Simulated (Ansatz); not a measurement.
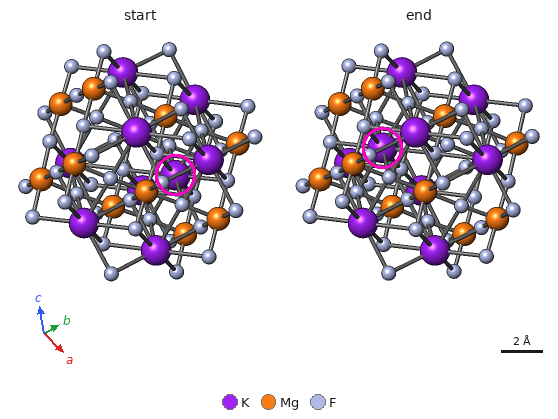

The two relaxed end points of a path for a defect cell of composition K₃Mg₄F₁₂ (cell charge −1) with a K vacancy (19 atoms in the cell). A ball-and-stick model of the atoms within 6.2 Å of the middle of the path, seen slightly off an axis. The moving atom is ringed, with any periodic copies. Bonds to atoms that aren't drawn are left out.

All numbers below come from DFT PBEsol, scalar-relativistic, plane waves, PAW in Ansatz 0.2.0.

Input file:
```yaml
crystal:
  lattice:
    - [-3.9908822801, 3.9908822801, 3.9908822801]
    - [3.9908822801, -3.9908822801, 3.9908822801]
    - [3.9908822801, 3.9908822801, -3.9908822801]
  atoms:
    - { symbol: K, position: [0.0, 0.0, 0.5] }
    - { symbol: K, position: [0.0, 0.5, 0.0] }
    - { symbol: K, position: [0.5, 0.0, 0.0] }
    - { symbol: Mg, position: [0.5, 0.5, 0.0] }
    - { symbol: Mg, position: [0.0, 0.0, 0.0] }
    - { symbol: Mg, position: [0.0, 0.5, 0.5] }
    - { symbol: Mg, position: [0.5, 0.0, 0.5] }
    - { symbol: F, position: [0.5, 0.7555663828, 0.2444336172] }
    - { symbol: F, position: [-0.0111327655, 0.2444336172, 0.2444336172] }
    - { symbol: F, position: [0.0111327655, 0.7555663828, 0.7555663828] }
    - { symbol: F, position: [0.5, 0.2444336172, 0.7555663828] }
    - { symbol: F, position: [0.7555663828, 0.5, 0.2444336172] }
    - { symbol: F, position: [0.2444336172, -0.0111327655, 0.2444336172] }
    - { symbol: F, position: [0.2444336172, 0.5, 0.7555663828] }
    - { symbol: F, position: [0.7555663828, 0.0111327655, 0.7555663828] }
    - { symbol: F, position: [0.2444336172, 0.7555663828, 0.5] }
    - { symbol: F, position: [0.7555663828, 0.2444336172, 0.5] }
    - { symbol: F, position: [0.7555663828, 0.7555663828, 0.0111327655] }
    - { symbol: F, position: [0.2444336172, 0.2444336172, -0.0111327655] }
total_charge: -1
basis:
  ecutwfc: 420
kpoints:
  mp_grid: { grid: [4, 4, 4] }
hamiltonian:
  xc: pbesol
scf:
  occupations: { method: gaussian, width: 0.05 }
output:
  forces: true
neb:
  images: 7
  f_tol: 0.05
  max_iterations: 60
  order_check: false
  final_atoms:
    - { symbol: K, position: [-0.5, -0.5, 0.5] }
    - { symbol: K, position: [0.0, 0.5, 0.0] }
    - { symbol: K, position: [0.5, 0.0, 0.0] }
    - { symbol: Mg, position: [0.5, 0.5, 0.0] }
    - { symbol: Mg, position: [0.0, 0.0, 0.0] }
    - { symbol: Mg, position: [0.0, 0.5, 0.5] }
    - { symbol: Mg, position: [0.5, 0.0, 0.5] }
    - { symbol: F, position: [0.4888672337, 0.7444336169, 0.2444336169] }
    - { symbol: F, position: [0.0, 0.2555663831, 0.2444336169] }
    - { symbol: F, position: [0.0, 0.7444336169, 0.7555663831] }
    - { symbol: F, position: [0.5111327663, 0.2555663831, 0.7555663831] }
    - { symbol: F, position: [0.7444336169, 0.4888672337, 0.2444336169] }
    - { symbol: F, position: [0.2555663831, 0.0, 0.2444336169] }
    - { symbol: F, position: [0.2555663831, 0.5111327663, 0.7555663831] }
    - { symbol: F, position: [0.7444336169, 0.0, 0.7555663831] }
    - { symbol: F, position: [0.2555663831, 0.7444336169, 0.5] }
    - { symbol: F, position: [0.7444336169, 0.2555663831, 0.5] }
    - { symbol: F, position: [0.7444336169, 0.7444336169, -0.0111327663] }
    - { symbol: F, position: [0.2555663831, 0.2555663831, 0.0111327663] }
```

Command:
```bash
ansatz run input.yaml --threads 4 --pin off --max-ram 9216MiB --backend cpu --events-out ev --progress --plain --runs-dir out
```

**What barrier does the band find between them, and by what path?**

The barrier is about 2.15 eV in both directions, with image 4 at the top; the ends have the same energy. It is a vacancy jump: a nearby atom moves into the empty site and leaves its own site empty. A K atom travels furthest, 3.99 Å from end to end, along [−1 −1 0], on a straight line. At the highest image its nearest neighbour (F) is 2.29 Å away, against 2.76 Å at the start, and the surrounding atoms stand up to 0.25 Å off the mean of their end positions. The band is converged.

Energies of the converged images:

```csv
image,path (Å),E (eV)
0,0.00,0.000
1,0.53,0.195
2,1.06,0.834
3,1.59,1.707
4,2.12,2.151
5,2.65,1.707
6,3.18,0.834
7,3.71,0.195
8,4.24,0.000
```

The geometry at the top of the path:

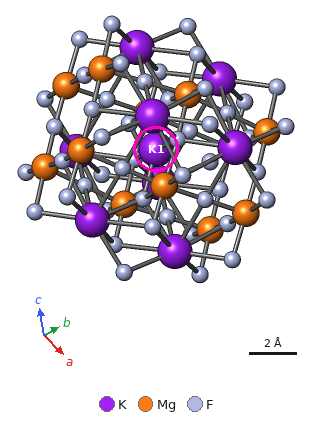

Limits of the set-up: the periodic images lie only 6.9 Å apart, so the values are limited by the cell's size; the cell is charged, on a uniform background, and energies carry no finite-size correction.

Cost: 5.7 min on 4 threads of Intel(R) Xeon(R) 6975P-C (Granite Rapids), on a shared host, peak memory 4 GiB.
